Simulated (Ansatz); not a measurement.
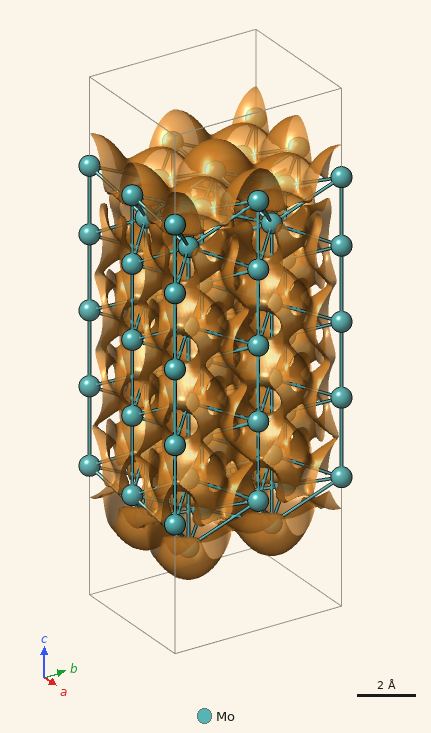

Figure. Mo (slab). Isosurface of the valence pseudo-density at 0.3 e/Å³ (orange), seen slightly off an axis. Sticks mark near contacts.

Computed without spin polarisation.

Computed with DFT PBE, scalar-relativistic, plane waves, PAW in Ansatz.

In a PAW calculation such maps are meaningful between the atoms, not at the nuclei.

Question: What does this surface tell about the bonding?

Answer: At this value the density is joined into sheets; it holds about 90 % of the electrons treated as valence (semicore included). It bridges the sampled Mo–Mo (2.47 Å), Mo–Mo (2.65 Å), Mo–Mo (2.73 Å) and Mo–Mo (2.78 Å) contacts, where the density stays above the isovalue. On the grid the lowest density along these lines, outside the cores, is 0.65 e/Å³ (Mo–Mo, 2.47 Å), 0.45 e/Å³ (Mo–Mo, 2.65 Å), 0.38 e/Å³ (Mo–Mo, 2.73 Å) and 0.34 e/Å³ (Mo–Mo, 2.78 Å).

Question: Metal or insulator at this level of theory?

Answer: It is metallic or semimetallic at this level of theory: no gap opens.
